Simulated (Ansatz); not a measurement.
The coordinates of a crystal:

```
CELL_PARAMETERS angstrom
2.53410 0.00000 0.00000
-1.26705 2.19459 0.00000
0.00000 0.00000 4.11257
ATOMIC_POSITIONS crystal
Cu 0.33333 0.66667 0.25000
Cu 0.66667 0.33333 0.75000
```

Q: Summarise the structure in words.

A: The element is copper. It takes space group P6_3/mmc (No. 194) on a primitive hexagonal lattice. Type of structure: hexagonal close-packed (Mg type). The cell holds two atoms. Cu is linked to twelve Cu in an anticuboctahedral arrangement at 2.52 to 2.53 Å. The bonds build a three-dimensional framework.

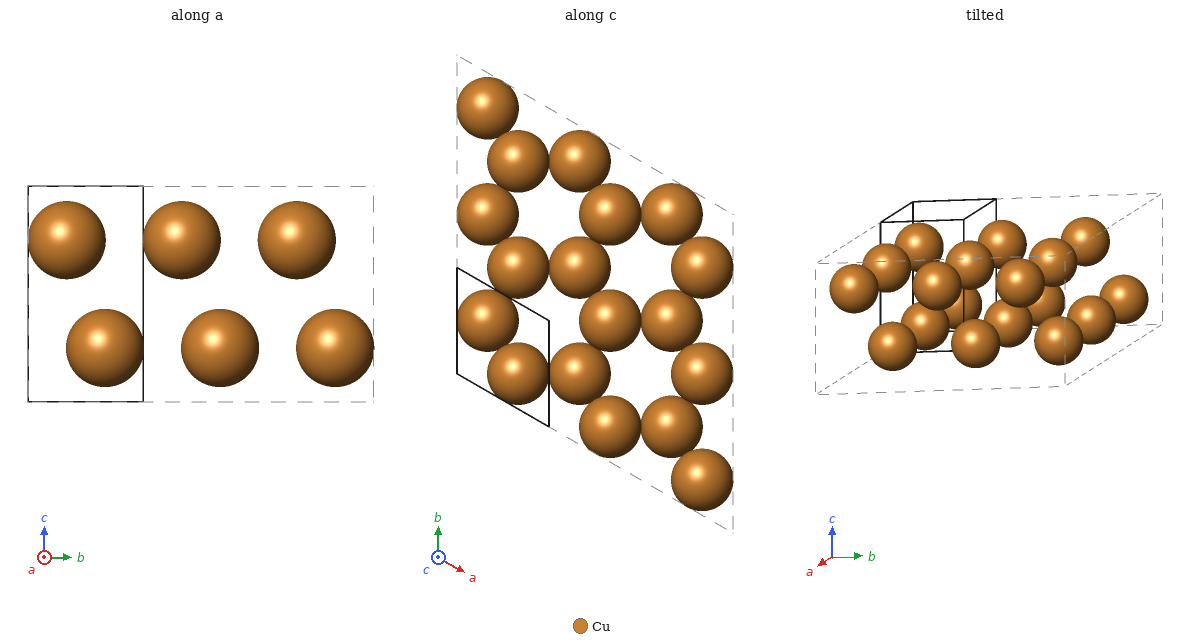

An orthographic spheres-only view of the structure, along the a axis, along the c axis and slightly off an axis. The conventional unit cell (solid box) is repeated to 3×3×1 cells.

The structure was taken from a structure listed in the Materials Project. Earlier steps of the study may have refined or changed the cell and positions. It was run through Ansatz as a DFT input.
